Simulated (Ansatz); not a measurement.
# Geometry relaxation of Ti (part 2 of 2)

Continued. System: Ti (3 atoms in the cell). Method: DFT, PBE, PAW with Ansatz's default frozen-core files, scalar-relativistic, no spin polarisation (Ansatz 0.2.0); cutoff 420 eV, 8×8×11 k-mesh, Fermi–Dirac smearing of 0.05 eV. The structure was built on a prototype by a generator; it need not be a known phase. It belongs to a series of runs on one base structure; here: omega relaxed under pressure, PAW files.

Geometry of the input (Å; fractional positions):
```
4.6108  0.0000  0.0000
-2.3054  3.9930  0.0000
0.0000  0.0000  2.8587
Ti 0.0000  0.0000  0.0000
Ti 0.3333  0.6667  0.5000
Ti 0.6667  0.3333  0.5000
```

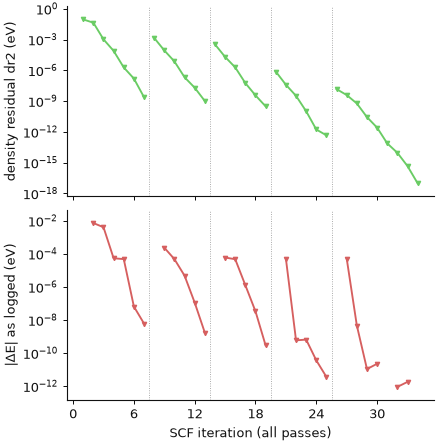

**Figure 1.** Convergence of the self-consistent field: density residual dr2 and size of the energy change against the SCF iteration. The dotted lines part the SCF passes of the relaxation: geometry steps, rejected trials and re-solves on a re-selected basis. The 5 passes take 6 to 9 iterations each, 34 in all.

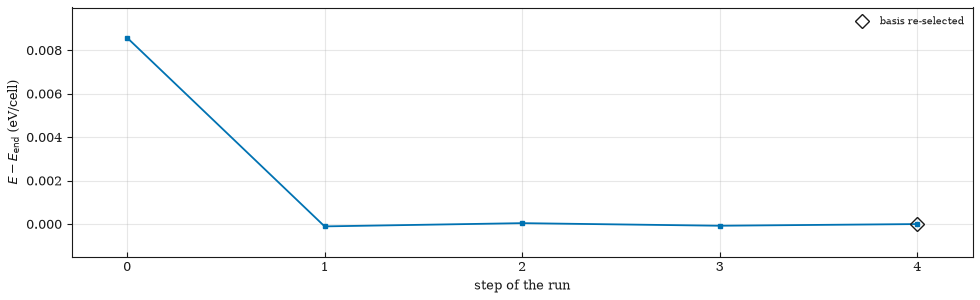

**Figure 2.** Progress of the relaxation, step by step (the first geometry is step 0 here and step 1 in the log).

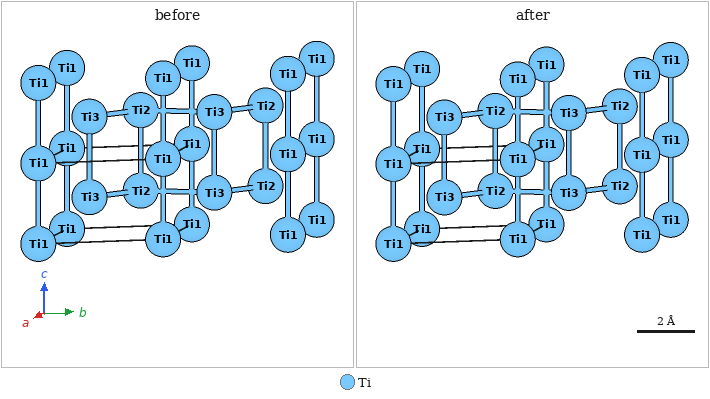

**Figure 3.** Before (left) and after (right) the relaxation, at one scale (ball-and-stick view of the cell of the calculation, repeated 1 × 2 × 2, seen slightly off an axis). The energy falls by 8.7 meV per cell of the calculation in 3 geometry steps. All forces vanish by symmetry, so only the cell relaxes. Pressure: −2.50 GPa at the start and −0.91 GPa at the end. The atoms keep their places relative to the cell (all moves are under 0.005 Å). The drawn cell changes as follows: a = b 4.611 → 4.593 Å (−0.4 %), c 2.859 → 2.838 Å (−0.7 %); the volume changes by −1.5 %. Among the contacts that change: Ti1–Ti1 2.859 → 2.838 Å, Ti2–Ti3 2.662 → 2.652 Å. The space group stays P6/mmm (No. 191). A last SCF at the same geometry on a re-selected plane-wave basis shifts the energy by +0.1 meV per cell of the calculation. (Atoms are counted from 1 in the order of the input.)

```
basis re-selected at this cell: Δ(F+E_penalty+E_count) = +7.634e-5 eV, ΔP = +0.003 GPa vs the last step (what re-selecting the basis moved, of the pressure what is left beyond the Pulay correction that the steps carried, after the strain that the cell walked since its last selection, with what the two solves' SCF thresholds leave and, on support functions, any second-order correction that the steps lacked; it is no measure of the basis error at this ecutwfc). This SCF's stress stands 7.54e-3 GPa from its target on what of the cell is left free (relax.cell.stress_tol is 3.00e-2 GPa) and its largest allowed force component is 1.54e-16 eV/Å (relax.f_tol is 5.00e-3 eV/Å): within both
SCF converged after 9 iterations
Free energy (F): -7499.027814 eV
Harris-Foulkes:  -7499.027814 eV  (|F-HF|=0.00e0)
Internal energy: -7499.005146 eV  (E = F + TS)
E sigma→0 (E₀):  -7499.016480 eV
Entropy (-TS):   -0.022668 eV (-7.556 meV/atom)
Fermi energy:    13.338407 eV
--- Per-component energies (eV) ---
  E_band       = -471.088183
  E_kinetic    = 817.336077
  E_local      = -2440.222977  (includes V_loc(G=0)·N_el)
  E_nonlocal   = 24.454343
  E_hartree    = 1003.099338
  E_xc         = -292.461831
  E_vxc        = -365.899712  (∫ρ·V_xc dr)
  E_paw        = -3142.940372  (= ΣΔE_a)
  E_vpaw       = -512.954970  (= ΣTr[D̂ρ^β])
  E_aug_tail   = 0.000379  (compensation charges beyond the density's cutoff)
  E_ewald      = -3468.270104
  E_smearing   = -0.022668  (= −TS)
  E_closure    = 0.000000  (closes the sum)
  Σ components = -7499.027814   (vs F -7499.027814, Δ=0.00e0)
--- Forces (eV/Å), atoms counted from 1 ---
  atom   1  Ti     0.00000000     0.00000000     0.00000000
  atom   2  Ti     0.00000000     0.00000000     0.00000000
  atom   3  Ti    -0.00000000    -0.00000000     0.00000000
  max |Σ_I F_I| component: 3.70e-17 eV/Å
--- Stress (GPa, compression-positive) ---
       -0.914622       0.000000       0.000000
       -0.000000      -0.914622       0.000000
        0.000000       0.000000      -0.902458
  P = ⅓ Tr σ = -0.9106 GPa (-9.106 kbar)
--- Band table (eV; the first three rows and the last of 60) ---
  k-point 0: bands = ["-43.5232", "-43.2612", "-43.1020", "-19.8471", "-19.8471", "-19.7347", "-19.7347", "-19.4688", "-19.2719", "-19.1914", "-19.1601", "-19.1601", "7.2765", "11.4243", "12.6310", "12.6310", "12.7226", "12.7226", "13.3107", "14.0109", "14.6211", "14.6211"]
  k-point 1: bands = ["-43.5181", "-43.2578", "-43.0980", "-19.8396", "-19.8396", "-19.7299", "-19.7299", "-19.5016", "-19.3115", "-19.2246", "-19.1605", "-19.1605", "7.4622", "11.5672", "12.5128", "12.5128", "12.6359", "12.6359", "13.5540", "14.1683", "14.5629", "14.5629"]
  k-point 2: bands = ["-43.5043", "-43.2487", "-43.0871", "-19.8194", "-19.8194", "-19.7172", "-19.7172", "-19.5885", "-19.4173", "-19.3129", "-19.1620", "-19.1620", "7.9964", "11.9222", "12.2046", "12.2046", "12.4125", "12.4125", "14.2517", "14.5042", "14.5042", "14.6329"]
  k-point 59: bands = ["-43.4585", "-43.1478", "-43.1246", "-19.9739", "-19.8629", "-19.8186", "-19.6291", "-19.5971", "-19.5758", "-19.4618", "-19.3765", "-19.1013", "10.7735", "11.6295", "11.9799", "12.2052", "12.4229", "12.4959", "13.6152", "13.9510", "14.2275", "14.4709"]
--- Relaxed structure (4 steps of the walk, 4 accepted, 1 SCFs on fresh bases) ---
  F+E_penalty+E_count = -7499.02781417 eV   max|allowed force component| = 1.542e-16 eV/Å   (the final SCF, on the basis selected at the relaxed cell)
  cell:  # Å, volume = 51.8545 Å³
    - [4.593365210534818, 4.739105470989899e-34, 0.0]
    - [-2.296682605267409, 3.9779709611828102, 0.0]
    - [0.0, 0.0, 2.8378767206477917]
  atoms:
    - { symbol: Ti, position: [5.466092427021577e-35, 7.335302515823101e-35, 0.0] }
    - { symbol: Ti, position: [0.33333333333333326, 0.6666666666666665, 0.49999999999999994] }
    - { symbol: Ti, position: [0.6666666666666666, 0.33333333333333326, 0.49999999999999994] }
```

### Trajectory as extended XYZ (Å, eV, eV/Å), 5 frames, from step=1 to step=5
```
3
Lattice="4.6108 0.0000 0.0000 -2.3054 3.9930 0.0000 0.0000 0.0000 2.8587" Properties=species:S:1:pos:R:3:forces:R:3 step=1 energy=-7499.01923 pressure_GPa=-2.50
Ti    0.0000    0.0000    0.0000    0.0000   0.0000   0.0000
Ti    0.0000    2.6620    1.4293    0.0000   0.0000   0.0000
Ti    2.3054    1.3310    1.4293    0.0000   0.0000   0.0000
3
Lattice="4.5799 0.0000 0.0000 -2.2900 3.9663 0.0000 0.0000 0.0000 2.8148" Properties=species:S:1:pos:R:3:forces:R:3 step=2 energy=-7499.02792 pressure_GPa=0.67
Ti    0.0000    0.0000    0.0000    0.0000   0.0000   0.0000
Ti    0.0000    2.6442    1.4074    0.0000   0.0000   0.0000
Ti    2.2900    1.3221    1.4074    0.0000   0.0000   0.0000
3
Lattice="4.5940 0.0000 0.0000 -2.2970 3.9785 0.0000 0.0000 0.0000 2.8381" Properties=species:S:1:pos:R:3:forces:R:3 step=3 energy=-7499.02777 pressure_GPa=-0.96
Ti    0.0000    0.0000    0.0000    0.0000   0.0000   0.0000
Ti    0.0000    2.6524    1.4191    0.0000   0.0000   0.0000
Ti    2.2970    1.3262    1.4191    0.0000   0.0000   0.0000
3
Lattice="4.5934 0.0000 0.0000 -2.2967 3.9780 0.0000 0.0000 0.0000 2.8379" Properties=species:S:1:pos:R:3:forces:R:3 step=4 energy=-7499.02789 pressure_GPa=-0.91
Ti    0.0000    0.0000    0.0000    0.0000   0.0000   0.0000
Ti    0.0000    2.6520    1.4189    0.0000   0.0000   0.0000
Ti    2.2967    1.3260    1.4189    0.0000   0.0000   0.0000
3
Lattice="4.5934 0.0000 0.0000 -2.2967 3.9780 0.0000 0.0000 0.0000 2.8379" Properties=species:S:1:pos:R:3:forces:R:3 step=5 energy=-7499.02781 pressure_GPa=-0.91
Ti    0.0000    0.0000    0.0000    0.0000   0.0000   0.0000
Ti    0.0000    2.6520    1.4189    0.0000   0.0000   0.0000
Ti    2.2967    1.3260    1.4189    0.0000   0.0000   0.0000
```

### Results in brief

| quantity | value |
| --- | --- |
| outcome | converged |
| space group (tolerance 0.01 Å) | P6/mmm (191) |
| electrons treated | 36 |
| free energy | −7499.0278 eV |
| Fermi energy | 13.338 eV |
| pressure | −0.91 GPa |
| final volume | 51.85 Å³ |
| largest force (length of the vector) at the end | under 0.001 eV/Å |
| final cell | a = 4.593 Å, b = 4.593 Å, c = 2.838 Å, α = 90.00°, β = 90.00°, γ = 120.00° |
| hardware | 1 thread of Intel Xeon (Granite Rapids), 32 GiB of memory available, shared host |
| wall time | 10 s |
| peak memory | 0.4 GiB |
